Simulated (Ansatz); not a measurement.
# Energy of GaSb along an even scaling of the cell

System: GaSb (F-43m, 2 atoms in the cell).
Method: Kohn-Sham DFT of a periodic cell, m-r2SCAN, Ansatz PAW, no spin polarisation (Ansatz 0.2.0).

The 5 runs differ only in the geometry, by an even scaling of the cell at fixed fractional positions. The structure derives from an entry of the Crystallography Open Database.

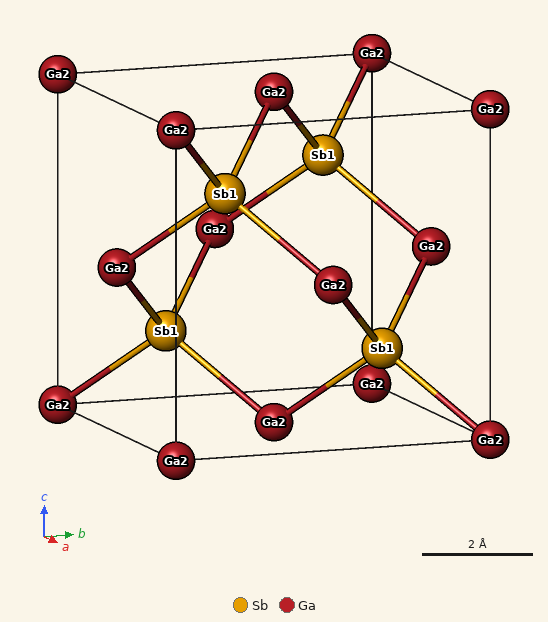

Figure 1. The structure of run 3 (ball-and-stick view of the cell 4 times as large as that of the calculation, set on its symmetry axes, seen slightly off an axis; atoms are numbered from 1 in the order of the input).

## Input of run 3
```yaml
crystal:
  lattice:
    - [0.0, 3.0792588685, 3.0792588685]
    - [3.0792588685, 0.0, 3.0792588685]
    - [3.0792588685, 3.0792588685, 0.0]
  atoms:
    - { symbol: Sb, position: [0.75, 0.75, 0.75] }
    - { symbol: Ga, position: [0.0, 0.0, 0.0] }
hamiltonian:
  xc: mr2scan
  pseudopotentials: { kind: paw }
kpoints:
  mp_grid: { grid: [8, 8, 8] }
scf:
  occupations: { method: fermi_dirac, width: 0.05 }
output:
  forces: true
  stress: true
  eigenvalues: true
```

Command:
```bash
ansatz run input.yaml --threads 2 --pin off --max-ram 5120MiB --backend cpu --events-out ev --progress --plain --runs-dir out
```

Run 4 differs from it as follows:
```diff
-    - [0.0, 3.0792588685, 3.0792588685]
-    - [3.0792588685, 0.0, 3.0792588685]
-    - [3.0792588685, 3.0792588685, 0.0]
+    - [0.0, 3.0992546163, 3.0992546163]
+    - [3.0992546163, 0.0, 3.0992546163]
+    - [3.0992546163, 3.0992546163, 0.0]
```

## Results, with one run withheld

```csv
run,volume per atom (Å³),"free energy per atom, from the lowest run given (meV)",pressure (GPa),gap on the mesh (eV)
1,27.480,11.15,2.85,0.78
2,28.625,0.00,0.37,0.47
3,29.197,0.59,−0.67,0.32
4,29.770,?,?,?
5,30.342,11.82,−2.39,0.00
```

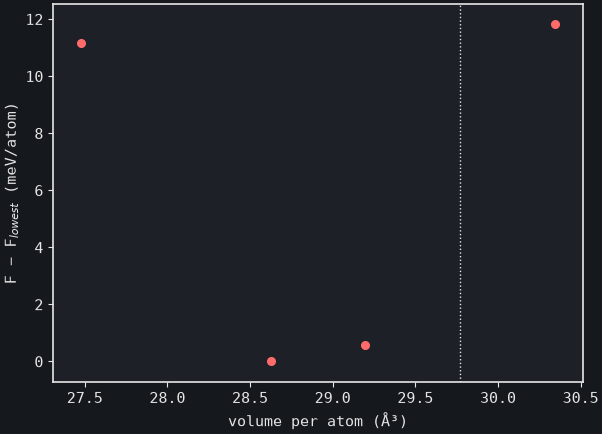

Figure 2. Free energy per atom of the runs given; the dotted line marks run 4.

Estimate the energy of run 4 from the others.

A quadratic polynomial in V^(−2/3) (the Birch–Murnaghan form), fitted to the 4 runs given, misses them by at most 0.04 meV per atom. With x = V^(−2/3) − 0.10623 Å⁻², it reads F = −0.19044 − 238.4 x + 9.4907e+05 x² (meV per atom). At run 4 it gives 4.59 meV per atom, and the run itself gives 4.67. The slope of the fit gives a pressure −dF/dV of −1.59 GPa there, and the run prints −1.59 GPa. The fit has its minimum at 28.831 Å³ per atom, where V d²F/dV² gives 53 GPa: the bulk modulus at this level, since symmetry fixes the shape and the positions. The gap on the mesh goes, without turning, from 0.78 eV in run 1 to 0.00 eV in run 5; run 4 has 0.17 eV. These are gaps of this functional on this mesh, which can miss the band edges; they aren't the measured gap.

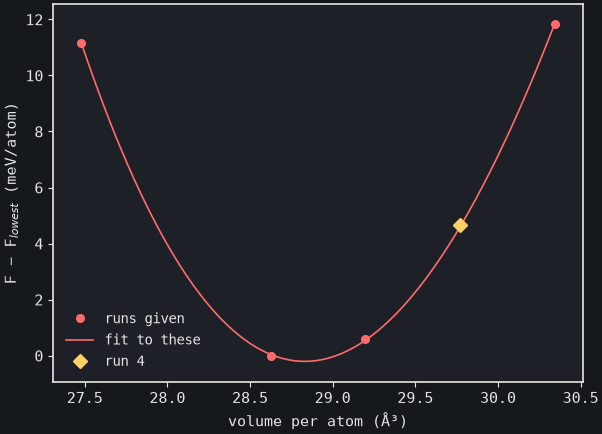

Figure 3. The fit and the withheld run.

## Output, shortened to warnings, some set-up lines, iterations and results (run 4)
```
Basis set: ecut = 500 eV, 1459 PW (Γ), exchange–correlation on 128×128×128 points (64 copies of the dense FFT grid, shifted against one another)
Symmetry: 24 space group operations
k-points: 29 of 512 (time reversal used)
Initial density: superposition of atomic densities (neutral atoms: chi_scale 0, normalization atom), corrected by the library's trained network
[...]
SCF iter   1: F=—  HF=-10289.844611 eV  |F-HF|=—  |Δ(HF+E_count)|=         —  Δρ=7.52e-3  dr2=1.44e-2  dr2_τ=2.77e-3  ethr=1.77e-3  ⟨swp⟩=6.1  Hψ=2730  notcnv=0
SCF iter   2: F=—  HF=-10289.850861 eV  |F-HF|=—  |Δ(HF+E_count)|=   6.25e-3  Δρ=2.52e-3  dr2=1.73e-3  dr2_τ=3.99e-5  ethr=5.13e-5  ⟨swp⟩=2.0  Hψ=1131  notcnv=0
SCF iter   3: F=—  HF=-10289.850638 eV  |F-HF|=—  |Δ(HF+E_count)|=   2.23e-4  Δρ=1.65e-3  dr2=5.81e-4  dr2_τ=6.19e-6  ethr=6.18e-6  ⟨swp⟩=2.0  Hψ=673  notcnv=0
SCF iter   4: F=—  HF=-10289.850703 eV  |F-HF|=—  |Δ(HF+E_count)|=   6.48e-5  Δρ=5.42e-4  dr2=1.23e-4  dr2_τ=1.16e-6  ethr=2.08e-6  ⟨swp⟩=2.0  Hψ=551  notcnv=0
SCF iter   5: F=—  HF=-10289.850681 eV  |F-HF|=—  |Δ(HF+E_count)|=   2.12e-5  Δρ=1.03e-4  dr2=4.11e-6  dr2_τ=4.39e-8  ethr=4.39e-7  ⟨swp⟩=2.1  Hψ=621  notcnv=0
SCF iter   6: F=—  HF=-10289.850678 eV  |F-HF|=—  |Δ(HF+E_count)|=   3.66e-6  Δρ=1.31e-5  dr2=6.93e-8  dr2_τ=1.07e-9  ethr=3.57e-10  ⟨swp⟩=5.1  Hψ=2954  notcnv=0
SCF iter   7: F=-10289.850678 eV  HF=-10289.850678 eV  |F-HF|=1.05e-9  |Δ(HF+E_count)|=   6.69e-8  Δρ=1.74e-6  dr2=1.06e-9  dr2_τ=4.02e-11  ethr=2.47e-10  ⟨swp⟩=3.0  Hψ=1901  …
SCF 1 converged in 7 iterations: F = -10289.850678 eV  dr2 = 1.06e-9
SCF converged after 7 iterations
Free energy (F): -10289.850678 eV
Harris-Foulkes:  -10289.850678 eV  (|F-HF|=1.05e-9)
Internal energy: -10289.850375 eV  (E = F + TS)
E sigma→0 (E₀):  -10289.850526 eV
Entropy (-TS):   -0.000303 eV (-0.152 meV/atom)
Fermi energy:    7.136777 eV
--- Per-component energies (eV) ---
  E_band       = -291.427413
  E_kinetic    = 320.539080
  E_local      = -3969.174641  (includes V_loc(G=0)·N_el)
  E_nonlocal   = 790.165577
  E_hartree    = 1825.616765
  E_xc         = -188.777385
  E_vxc        = -161.005681  (∫ρ·V_xc dr)
  E_paw        = -6606.545781  (= ΣΔE_a)
  E_vpaw       = -933.234457  (= ΣTr[D̂ρ^β])
  E_aug_tail   = -0.000045  (compensation charges beyond the density's cutoff)
  E_vtau       = 10.049686  (kinetic-family band-sum trace: ∫τ·v_τ [+ j·A + Jᵃ·Aᵃ] dr)
  E_ewald      = -2461.526911
  E_core_change = -0.147033  (= ΣΔE_core)
  E_smearing   = -0.000303  (= −TS)
  E_closure    = -0.000000  (closes the sum)
  Σ components = -10289.850678   (vs F -10289.850678, Δ=0.00e0)
--- Forces (eV/Å), atoms counted from 1 ---
  atom   1  Sb     0.00000000     0.00000000    -0.00000000
  atom   2  Ga    -0.00000000     0.00000000    -0.00000000
  max |Σ_I F_I| component: 1.85e-17 eV/Å
--- Stress (GPa, compression-positive) ---
       -1.592162       0.000000      -0.000000
        0.000000      -1.592162       0.000000
       -0.000000       0.000000      -1.592162
  P = ⅓ Tr σ = -1.5922 GPa (-15.922 kbar)
```
